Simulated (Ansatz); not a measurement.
# Σ3 (111) boundary in fcc Ni, starting shift (0.25, 0.5): structure and resistance

How much does the Σ3 (111) boundary in fcc Ni, starting shift (0.25, 0.5) reflect electrons?

Program: Ansatz 0.2.0. Level of theory: Ansatz plane-wave DFT, PBE, PAW files, collinear spin; relaxation of a bicrystal slab with its lowest layers held; PAW set soft_1, in the first sound run; inputs show where later runs differ. Results are calculated unless marked as measured.

## Step 1: The structure

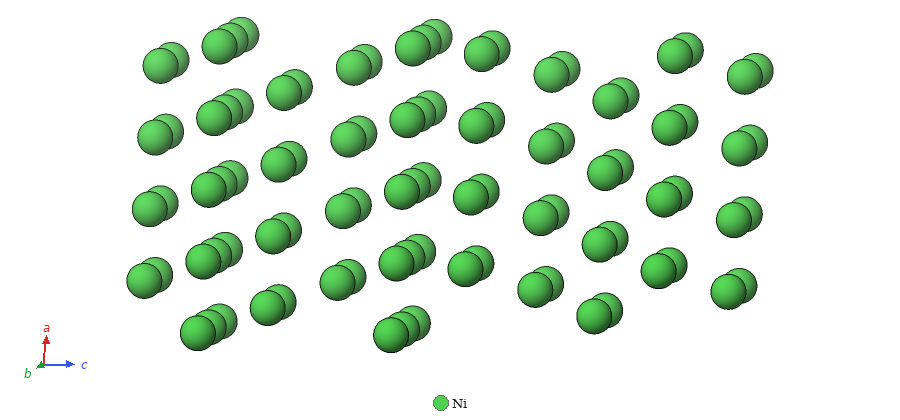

The starting structure, seen from the side, with the c axis across the page (nickel green). 4×2×1 cells are drawn. Some periodic images of atoms are drawn too.

The cell holds 10 atoms: 10 Ni. Its edges and angles: a = 2.492 Å, b = 2.492 Å, c = 29.411 Å, α = 90.0°, β = 90.0°, γ = 120.0°. It derives from Ni. built on the (1 1 1) plane; 1 overlapping atoms removed and the grains opened by 0.1 Å. Vacuum lies along c.

## Step 2: Relaxing the bicrystal

The boundary is built by mirroring the lower grain in the boundary plane and removing any atoms that overlap. A thin bicrystal slab is relaxed first, with the lowest layers held and the upper grain free to shift and open.

c

input.yaml

```yaml
crystal:
  lattice:
    - [2.4918442969, 0.0, 0.0]
    - [-1.2459221485, 2.1580004634, 0.0]
    - [0.0, 0.0, 29.4112411374]
  atoms:
    - { symbol: Ni, position: [0.6666666666, 0.3333333333, 0.1700030263], spin: 1.0 }
    - { symbol: Ni, position: [1.0, 0.0, 0.2391800576], spin: 1.0 }
    - { symbol: Ni, position: [0.3333333333, 0.6666666667, 0.3083570889], spin: 1.0 }
    - { symbol: Ni, position: [0.6666666667, 0.3333333333, 0.3775341202], spin: 1.0 }
    - { symbol: Ni, position: [0.0, 0.0, 0.4467111515], spin: 1.0 }
    - { symbol: Ni, position: [0.9166666667, 0.8333333333, 0.5192882433], spin: 1.0 }
    - { symbol: Ni, position: [0.5833333333, 0.1666666667, 0.5884652746], spin: 1.0 }
    - { symbol: Ni, position: [0.25, 0.5, 0.6576423059], spin: 1.0 }
    - { symbol: Ni, position: [0.9166666666, 0.8333333333, 0.7268193372], spin: 1.0 }
    - { symbol: Ni, position: [0.5833333333, 0.1666666667, 0.7959963685], spin: 1.0 }
magnetization:
  spin_polarized: true
kpoints:
  mp_grid: { grid: [11, 11, 1] }
hamiltonian:
  xc: pbe
  pseudopotentials: { kind: paw, azcp: { folder: soft_1 } }
scf:
  occupations: { method: fermi_dirac, width: 0.1 }
relax:
  f_tol: 0.03
  max_steps: 80
  constraints: [{ sites: [0, 1] }]
```

On the command line:

```bash
ansatz run input.yaml --threads 8 --pin off --max-ram 15360MiB --backend cpu --events-out ev --progress --plain --runs-dir out
```

Numbers of over 12 decimals in the logs are rounded to 6 here.

Output:

```text
Engine: ansatz 0.2.0, x86_64-unknown-linux-gnu
Pseudopotentials: kind: paw
Pseudopotential: Ni, paw, valence charge 18, recommended cutoff 420 eV (normal), soft_1/Ni.paw.azcp
Functional definition: PBE
  parameter kappa = 0.804
  parameter beta = 0.066725
  exchange = pbe_x(kappa = kappa, mu = beta*pi^2/3)
  correlation = pbe_c(beta = beta)
Crystal: 10 atoms, lattice volume = 158.156 Å³
Basis set: ecut = 420 eV, 2985 PW (Γ), exchange–correlation on 36×36×400 points (8 copies of the dense FFT grid, shifted against one another)
Bands: 114, of which v1, the nominal top of the filled ones, is band 90 counted from 1 (89 counted from 0)
Symmetry: 2 space group operations
Space group: Cm (ITA 8), of the structure as read, at distance tolerance 5.4e-5 Å
Magnetic group: BNS 8.32 (UNI 39), of the structure as read, at distance tolerance 5.4e-5 Å
k-points: 36 of 121 (time reversal used)
Non-local potential: Ni, projectors of the file, l = 0: 3, l = 1: 2, l = 2: 3, l = 3: 1
PAW form: soft (Blöchl's): semilocal exchange-correlation on the pseudo side does not see the compensation charge
PAW one-centre angular grid: Ni, 590 points (default); XC on 64 Gauss nodes
Initial density: superposition of atomic densities (neutral atoms: chi_scale 0, normalization atom)
Starting moments: Σ|m| = 10 μB on 10 of 10 sites
Initial wavefunctions: pseudopotential atomic-orbital guess
Functional: x = pbe(κ = 0.804, μ = 0.219515), c = pbe(β = 0.066725)
SCF iter   1: F=—  HF=-58388.246260 eV  |F-HF|=—  |Δ(HF+E_count)|=         —  Δρ=4.11e-2 (↑2.11e-2 ↓4.11e-2)  dr2=8.25e0  dr2_m=1.98e-1  M=9.016 μB ∫|m|=9.581 μB  β_m=0.30  ethr=3.10e-3  ⟨swp⟩=6.5  Hψ=32523  notcnv=0  defer=302
Mixer restart at iter 1: flushing history
preconditioner: auto → LDOS  [metal: Δε(μ)=0.001 eV  Ē_g=8.485 eV  σ=0.100 eV  W_gap=0.00  n_scr=26 (ndim 8)  ℏωp=29.5 eV  f_vac=0.278  D(μ)=16.51/eV (n_scr^D=226)]
spin=Collinear: LDOS preconditioning applied to the charge; magnetization (m = ρ↑ − ρ↓) channel mixes plain (no charge-response kernel on spin).
SCF iter   2: F=—  HF=-58388.665313 eV  |F-HF|=—  |Δ(HF+E_count)|=   4.19e-1  Δρ=1.20e-2 (↑1.20e-2 ↓1.08e-2)  dr2=5.86e-1  dr2_m=5.15e-2  M=8.503 μB ∫|m|=9.221 μB  β_m=0.30  ethr=3.10e-3  ⟨swp⟩=2.9  Hψ=13375  notcnv=0  defer=618
SCF iter   3: F=—  HF=-58391.468170 eV  |F-HF|=—  |Δ(HF+E_count)|=    2.80e0  Δρ=8.00e-3 (↑5.50e-3 ↓8.00e-3)  dr2=1.43e-1  dr2_m=3.41e-2  M=8.220 μB ∫|m|=9.049 μB  β_m=0.46  ethr=3.26e-4  ⟨swp⟩=2.7  Hψ=14154  notcnv=0  defer=618
SCF iter   4: F=—  HF=-58394.656270 eV  |F-HF|=—  |Δ(HF+E_count)|=         —  Δρ=2.43e-2 (↑1.41e-2 ↓2.43e-2)  dr2=1.58e-1  dr2_m=5.23e-1  M=6.801 μB ∫|m|=7.721 μB  β_m=0.46  ethr=7.97e-5  ⟨swp⟩=2.6  Hψ=16751  notcnv=0  defer=621
SCF iter   5: F=—  HF=-58395.148717 eV  |F-HF|=—  |Δ(HF+E_count)|=   4.92e-1  Δρ=1.75e-2 (↑8.68e-3 ↓1.75e-2)  dr2=1.05e-1  dr2_m=2.40e-1  M=6.649 μB ∫|m|=7.563 μB  β_m=0.69  ethr=7.97e-5  ⟨swp⟩=1.9  Hψ=10670  notcnv=0  defer=623
SCF iter   6: F=—  HF=-58395.810342 eV  |F-HF|=—  |Δ(HF+E_count)|=   6.62e-1  Δρ=6.87e-3 (↑6.87e-3 ↓5.60e-3)  dr2=3.43e-1  dr2_m=2.62e-3  M=6.362 μB ∫|m|=7.270 μB  β_m=0.51  ethr=5.84e-5  ⟨swp⟩=2.6  Hψ=16328  notcnv=0  defer=654
SCF iter   7: F=—  HF=-58395.765028 eV  |F-HF|=—  |Δ(HF+E_count)|=   4.53e-2  Δρ=1.46e-3 (↑1.46e-3 ↓1.07e-3)  dr2=8.38e-3  dr2_m=1.22e-3  M=6.325 μB ∫|m|=7.238 μB  β_m=0.51  ethr=5.84e-5  ⟨swp⟩=2.0  Hψ=16579  notcnv=0  defer=702
SCF iter   8: F=—  HF=-58395.763538 eV  |F-HF|=—  |Δ(HF+E_count)|=   1.49e-3  Δρ=5.43e-4 (↑5.43e-4 ↓4.89e-4)  dr2=2.10e-3  dr2_m=1.21e-4  M=6.331 μB ∫|m|=7.240 μB  β_m=0.58  ethr=4.65e-6  ⟨swp⟩=2.4  Hψ=12876  notcnv=0  defer=702
SCF iter   9: F=—  HF=-58395.763310 eV  |F-HF|=—  |Δ(HF+E_count)|=   2.28e-4  Δρ=4.86e-4 (↑4.86e-4 ↓3.33e-4)  dr2=8.52e-4  dr2_m=4.83e-5  M=6.333 μB ∫|m|=7.238 μB  β_m=0.48  ethr=1.17e-6  ⟨swp⟩=2.0  Hψ=11507  notcnv=0  defer=702
SCF iter  10: F=—  HF=-58395.763204 eV  |F-HF|=—  |Δ(HF+E_count)|=   1.06e-4  Δρ=1.96e-4 (↑1.47e-4 ↓1.96e-4)  dr2=1.14e-4  dr2_m=2.53e-5  M=6.333 μB ∫|m|=7.236 μB  β_m=0.50  ethr=4.73e-7  ⟨swp⟩=2.0  Hψ=11390  notcnv=0  defer=702
SCF iter  11: F=—  HF=-58395.763291 eV  |F-HF|=—  |Δ(HF+E_count)|=   8.70e-5  Δρ=1.01e-4 (↑1.00e-4 ↓1.01e-4)  dr2=1.23e-5  dr2_m=1.06e-5  M=6.334 μB ∫|m|=7.235 μB  β_m=0.75  ethr=6.31e-8  ⟨swp⟩=2.0  Hψ=11496  notcnv=0  defer=702
SCF iter  12: F=—  HF=-58395.763355 eV  |F-HF|=—  |Δ(HF+E_count)|=   6.40e-5  Δρ=8.86e-5 (↑8.86e-5 ↓7.92e-5)  dr2=3.85e-5  dr2_m=7.07e-7  M=6.336 μB ∫|m|=7.236 μB  β_m=0.58  ethr=6.83e-9  ⟨swp⟩=2.7  Hψ=15753  notcnv=0  defer=702
SCF iter  13: F=-58395.763334 eV  HF=-58395.763347 eV  |F-HF|=1.36e-5  |Δ(HF+E_count)|=   7.54e-6  Δρ=7.39e-5 (↑3.10e-5 ↓7.39e-5)  dr2=1.53e-5  dr2_m=7.57e-7  M=6.336 μB ∫|m|=7.235 μB  ethr=6.83e-9  ⟨swp⟩=3.0  Hψ=32381  notcnv=0
SCF 1 converged in 13 iterations: F = -58395.763334 eV  dr2 = 1.53e-5
  greatest PAW one-centre occupation: 1.001 electrons in one spin orbital (limit 2), on the Ni atom at site 9 (counted from 0), in its partial waves of l = 1
relax step   1: F+E_penalty+E_count = -58395.76333367 eV  Δ(F+E_penalty+E_count) = +0.000e0 eV  max|allowed force component| = 1.225e0 eV/Å  Δτ_max = 0.0000 Å  (13 SCF iters, dr2 threshold 2.25e-5 eV, accepted)
Initial density: handed on by an earlier stage of this run
Starting moments: Σ|m| = 10 μB on 10 of 10 sites; this step starts from the density that it was given
Initial wavefunctions: those handed on with the density
iter 1 solved again at ethr=1.63e-5 eV; its pass at ethr=3.10e-3 eV (dr2=2.94e-2 eV) is discarded
SCF iter   1: F=—  HF=-58395.836131 eV  |F-HF|=—  |Δ(HF+E_count)|=         —  Δρ=5.93e-3 (↑3.49e-3 ↓5.93e-3)  dr2=3.14e-2  dr2_m=2.52e-2  M=6.319 μB ∫|m|=7.221 μB  β_m=0.30  ethr=1.63e-5  ⟨swp⟩=2.0  Hψ=33358  notcnv=0  defer=667
preconditioner: auto → LDOS  [metal: Δε(μ)=0.003 eV  Ē_g=8.634 eV  σ=0.100 eV  W_gap=0.01  n_scr=26 (ndim 8)  ℏωp=29.5 eV  f_vac=0.285  D(μ)=16.89/eV (n_scr^D=226)]
spin=Collinear: LDOS preconditioning applied to the charge; magnetization (m = ρ↑ − ρ↓) channel mixes plain (no charge-response kernel on spin).
SCF iter   2: F=—  HF=-58395.841984 eV  |F-HF|=—  |Δ(HF+E_count)|=   5.85e-3  Δρ=4.00e-3 (↑2.54e-3 ↓4.00e-3)  dr2=6.15e-3  dr2_m=1.24e-2  M=6.322 μB ∫|m|=7.223 μB  β_m=0.53  ethr=1.63e-5  ⟨swp⟩=1.4  Hψ=8309  notcnv=0  defer=677
SCF iter   3: F=—  HF=-58395.850737 eV  |F-HF|=—  |Δ(HF+E_count)|=   8.75e-3  Δρ=1.11e-3 (↑1.04e-3 ↓1.11e-3)  dr2=2.77e-3  dr2_m=9.29e-4  M=6.322 μB ∫|m|=7.224 μB  β_m=0.51  ethr=3.42e-6  ⟨swp⟩=2.0  Hψ=14474  notcnv=0  defer=682
[...]
relax step   4: F+E_penalty+E_count = -58396.09507528 eV  Δ(F+E_penalty+E_count) = -1.109e-1 eV  max|allowed force component| = 3.617e-1 eV/Å  Δτ_max = 0.2000 Å  (9 SCF iters, dr2 threshold 2.05e-5 eV, accepted)
[...]
relax step   5: F+E_penalty+E_count = -58396.15752351 eV  Δ(F+E_penalty+E_count) = -6.245e-2 eV  max|allowed force component| = 9.843e-2 eV/Å  Δτ_max = 0.1907 Å  (9 SCF iters, dr2 threshold 3.01e-5 eV, accepted)
[...]
relax step   6: F+E_penalty+E_count = -58396.18012897 eV  Δ(F+E_penalty+E_count) = -2.261e-2 eV  max|allowed force component| = 2.080e-2 eV/Å  Δτ_max = 0.2000 Å  (16 SCF iters, accepted)
[...]
relax step   7: F+E_penalty+E_count = -58396.19369986 eV  Δ(F+E_penalty+E_count) = -1.357e-2 eV  max|allowed force component| = 3.163e-2 eV/Å  Δτ_max = 0.1959 Å  (18 SCF iters, accepted)
[...]
relax step   8: F+E_penalty+E_count = -58396.20086461 eV  Δ(F+E_penalty+E_count) = -7.165e-3 eV  max|allowed force component| = 2.171e-2 eV/Å  Δτ_max = 0.1951 Å  (13 SCF iters, accepted)
SCF iter   1: F=—  HF=-58396.184722 eV  |F-HF|=—  |Δ(HF+E_count)|=         —  Δρ=5.62e-3 (↑3.49e-3 ↓5.62e-3)  dr2=5.60e-3  dr2_m=2.40e-2  M=6.279 μB ∫|m|=7.196 μB  β_m=0.65  ethr=3.22e-5  ⟨swp⟩=6.0  Hψ=28868  notcnv=0  defer=670
preconditioner: auto → LDOS  [metal: Δε(μ)=0.003 eV  Ē_g=8.677 eV  σ=0.100 eV  W_gap=0.01  n_scr=16 (ndim 8)  ℏωp=29.5 eV  f_vac=0.291  D(μ)=17.25/eV (n_scr^D=226)]
spin=Collinear: LDOS preconditioning applied to the charge; magnetization (m = ρ↑ − ρ↓) channel mixes plain (no charge-response kernel on spin).
SCF iter   2: F=—  HF=-58396.199428 eV  |F-HF|=—  |Δ(HF+E_count)|=   1.47e-2  Δρ=1.86e-3 (↑1.43e-3 ↓1.86e-3)  dr2=7.27e-4  dr2_m=3.12e-3  M=6.281 μB ∫|m|=7.199 μB  β_m=0.63  ethr=3.11e-6  ⟨swp⟩=2.1  Hψ=15985  notcnv=0  defer=674
SCF iter   3: F=—  HF=-58396.202203 eV  |F-HF|=—  |Δ(HF+E_count)|=   2.77e-3  Δρ=5.44e-4 (↑5.44e-4 ↓4.86e-4)  dr2=1.53e-3  dr2_m=4.88e-5  M=6.280 μB ∫|m|=7.199 μB  β_m=0.53  ethr=4.04e-7  ⟨swp⟩=2.8  Hψ=15888  notcnv=0  defer=677
SCF iter   4: F=—  HF=-58396.201935 eV  |F-HF|=—  |Δ(HF+E_count)|=   2.68e-4  Δρ=1.69e-4 (↑1.69e-4 ↓1.48e-4)  dr2=2.00e-4  dr2_m=8.92e-6  M=6.281 μB ∫|m|=7.200 μB  β_m=0.51  ethr=4.04e-7  ⟨swp⟩=2.3  Hψ=14816  notcnv=0  defer=673
SCF iter   5: F=—  HF=-58396.201922 eV  |F-HF|=—  |Δ(HF+E_count)|=   1.30e-5  Δρ=6.44e-5 (↑5.29e-5 ↓6.44e-5)  dr2=1.12e-5  dr2_m=1.02e-6  M=6.281 μB ∫|m|=7.200 μB  β_m=0.45  ethr=1.11e-7  ⟨swp⟩=2.0  Hψ=11435  notcnv=0  defer=673
SCF iter   6: F=—  HF=-58396.201919 eV  |F-HF|=—  |Δ(HF+E_count)|=   2.82e-6  Δρ=2.02e-5 (↑1.66e-5 ↓2.02e-5)  dr2=1.84e-6  dr2_m=3.36e-7  M=6.281 μB ∫|m|=7.200 μB  β_m=0.55  ethr=6.19e-9  ⟨swp⟩=2.3  Hψ=15184  notcnv=0  defer=670
SCF iter   7: F=—  HF=-58396.201920 eV  |F-HF|=—  |Δ(HF+E_count)|=   9.30e-7  Δρ=1.65e-5 (↑1.15e-5 ↓1.65e-5)  dr2=2.02e-6  dr2_m=6.87e-8  M=6.281 μB ∫|m|=7.200 μB  β_m=0.48  ethr=1.02e-9  ⟨swp⟩=2.2  Hψ=12633  notcnv=0  defer=669
SCF iter   8: F=—  HF=-58396.201920 eV  |F-HF|=—  |Δ(HF+E_count)|=   5.29e-8  Δρ=7.83e-6 (↑4.52e-6 ↓7.83e-6)  dr2=1.62e-7  dr2_m=2.69e-8  M=6.281 μB ∫|m|=7.200 μB  β_m=0.61  ethr=1.02e-9  ⟨swp⟩=2.1  Hψ=10375  notcnv=0  defer=671
SCF iter   9: F=—  HF=-58396.201920 eV  |F-HF|=—  |Δ(HF+E_count)|=   3.48e-8  Δρ=4.86e-6 (↑4.86e-6 ↓3.04e-6)  dr2=1.61e-7  dr2_m=5.67e-9  M=6.281 μB ∫|m|=7.200 μB  β_m=0.50  ethr=8.98e-11  ⟨swp⟩=2.3  Hψ=15509  notcnv=0  defer=672
SCF iter  10: F=—  HF=-58396.201920 eV  |F-HF|=—  |Δ(HF+E_count)|=   8.37e-9  Δρ=7.93e-6 (↑2.51e-6 ↓7.93e-6)  dr2=5.57e-7  dr2_m=1.23e-8  M=6.282 μB ∫|m|=7.200 μB  β_m=0.48  ethr=8.96e-11  ⟨swp⟩=2.0  Hψ=10764  notcnv=0  defer=672
SCF iter  11: F=—  HF=-58396.201920 eV  |F-HF|=—  |Δ(HF+E_count)|=   8.05e-9  Δρ=3.78e-6 (↑5.90e-7 ↓3.78e-6)  dr2=1.34e-7  dr2_m=4.37e-9  M=6.282 μB ∫|m|=7.200 μB  β_m=0.55  ethr=8.96e-11  ⟨swp⟩=1.1  Hψ=8287  notcnv=0  defer=672
SCF iter  12: F=—  HF=-58396.201920 eV  |F-HF|=—  |Δ(HF+E_count)|=   4.68e-9  Δρ=4.74e-6 (↑8.68e-7 ↓4.74e-6)  dr2=4.06e-7  dr2_m=5.62e-9  M=6.282 μB ∫|m|=7.200 μB  β_m=0.52  ethr=5.56e-11  ⟨swp⟩=3.2  Hψ=18768  notcnv=0
SCF iter  13: F=—  HF=-58396.201920 eV  |F-HF|=—  |Δ(HF+E_count)|=  2.04e-10  Δρ=4.80e-6 (↑6.22e-7 ↓4.80e-6)  dr2=4.32e-7  dr2_m=6.49e-9  M=6.282 μB ∫|m|=7.200 μB  β_m=0.45  ethr=7.47e-11  ⟨swp⟩=1.1  Hψ=8223  notcnv=0  defer=673  recentre
SCF iter  14: F=—  HF=-58396.201920 eV  |F-HF|=—  |Δ(HF+E_count)|=  7.28e-10  Δρ=2.37e-6 (↑4.11e-7 ↓2.37e-6)  dr2=1.04e-7  dr2_m=1.45e-9  M=6.282 μB ∫|m|=7.200 μB  β_m=0.48  ethr=7.47e-11  ⟨swp⟩=1.1  Hψ=8235  notcnv=0  defer=673
SCF iter  15: F=-58396.201920 eV  HF=-58396.201920 eV  |F-HF|=4.90e-8  |Δ(HF+E_count)|=  1.02e-10  Δρ=2.45e-6 (↑3.27e-7 ↓2.45e-6)  dr2=4.97e-8  dr2_m=1.74e-9  M=6.282 μB ∫|m|=7.200 μB  ethr=5.56e-11  ⟨swp⟩=2.2  Hψ=15165  notcnv=0
SCF 9 converged in 15 iterations: F = -58396.201920 eV  dr2 = 4.97e-8
relax step   9: F+E_penalty+E_count = -58396.20191960 eV  Δ(F+E_penalty+E_count) = -1.055e-3 eV  max|allowed force component| = 1.550e-2 eV/Å  Δτ_max = 0.0992 Å  (15 SCF iters, accepted)
SCF converged after 15 iterations
Magnetization: 6.2815 μB (93.1408 up, 86.8592 down)
Absolute magnetization: 7.2111 μB (∫|ρ↑−ρ↓|, with the PAW one-centre terms)
Spin contamination: 0.0816 ħ² per cell (⟨S²⟩ above its minimum at these occupations)
Per-site moments (μB) at R_I (Å): [(0.709395, 1.027886), (0.690804, 1.025665), (0.649571, 1.025665), (0.636451, 1.025945), (0.653403, 1.027307), (0.639651, 1.025755), (0.640386, 1.025755), (0.650700, 1.026271), (0.690298, 1.017019), (0.711511, 1.017019)]
Free energy (F): -58396.201920 eV
Harris-Foulkes:  -58396.201920 eV  (|F-HF|=4.90e-8)
Internal energy: -58395.642924 eV  (E = F + TS)
E sigma→0 (E₀):  -58395.922422 eV
Entropy (-TS):   -0.558996 eV (-55.900 meV/atom)
Fermi energy:    10.815634 eV
--- Per-component energies (eV) ---
  E_band       = -4155.149085
  E_kinetic    = 3388.450446
  E_local      = -288066.458434  (includes V_loc(G=0)·N_el)
  E_nonlocal   = -1172.166294
  E_hartree    = 144567.137391
  E_xc         = -1125.393861
  E_vxc        = -1451.734586  (∫ρ·V_xc dr)
  E_paw        = -16566.073621  (= ΣΔE_a)
  E_vpaw       = -5987.453100  (= ΣTr[D̂ρ^β])
  E_aug_tail   = 0.009918  (compensation charges beyond the density's cutoff)
  E_ewald      = 100578.851532
  E_smearing   = -0.558996  (= −TS)
  E_closure    = -0.000000  (closes the sum)
  Σ components = -58396.201920   (vs F -58396.201920, Δ=0.00e0)
--- Forces (eV/Å), atoms counted from 1 ---
  atom   1  Ni     0.00000000    -0.00000772     0.15557453
  atom   2  Ni     0.00000000    -0.00041232    -0.16224092
  atom   3  Ni     0.00000000    -0.00019243    -0.00032369
  atom   4  Ni    -0.00000000     0.00133285    -0.00024112
  atom   5  Ni    -0.00000000     0.00322253     0.00236588
  atom   6  Ni     0.00000000    -0.00733896    -0.00456323
  atom   7  Ni    -0.00000000     0.00140329     0.01229685
  atom   8  Ni    -0.00000000     0.00082924    -0.00870506
  atom   9  Ni    -0.00000000     0.00091651    -0.00963132
  atom  10  Ni    -0.00000000     0.00025449     0.01549675
  max |Σ_I F_I| component: 2.87e-5 eV/Å
--- Relaxed structure (9 steps of the walk, 9 accepted, 0 SCFs on fresh bases) ---
  F+E_penalty+E_count = -58396.20191960 eV   max|allowed force component| = 1.550e-2 eV/Å
  atoms:
    - { symbol: Ni, position: [0.66666666665, 0.333333, 0.1700030263] }
    - { symbol: Ni, position: [1.000000, 0, 0.2391800576] }
    - { symbol: Ni, position: [0.333259, 0.666518, 0.308141] }
    - { symbol: Ni, position: [0.666473, 0.332947, 0.377134] }
    - { symbol: Ni, position: [-4.156566741452647e-5, -8.313133482903714e-5, 0.446390] }
    - { symbol: Ni, position: [0.667497, 0.334995, 0.515599] }
    - { symbol: Ni, position: [0.333502, -0.332997, 0.584595] }
    - { symbol: Ni, position: [-0.000204221, -0.000408443, 0.653700] }
    - { symbol: Ni, position: [0.666278, 0.332556, 0.722724] }
    - { symbol: Ni, position: [0.332911, -0.334179, 0.790803] }
```

Wall time 2.9 min (8 threads of Intel Xeon Platinum 8375C at 2.90GHz (Ice Lake), shared host); peak memory 1.7 GiB; 22 min of CPU time.

(Continued in part 2 of 3.)

[Logs are printed without paths, hosts, clocks, repeated set-up lines and the standing remarks that a program may print on its own settings, such as how far it seeks lower states.]

[Hosts, paths, dates, database ids (printed as entryN), source tags and the programs' standing remarks are cut or masked in the printed files.]
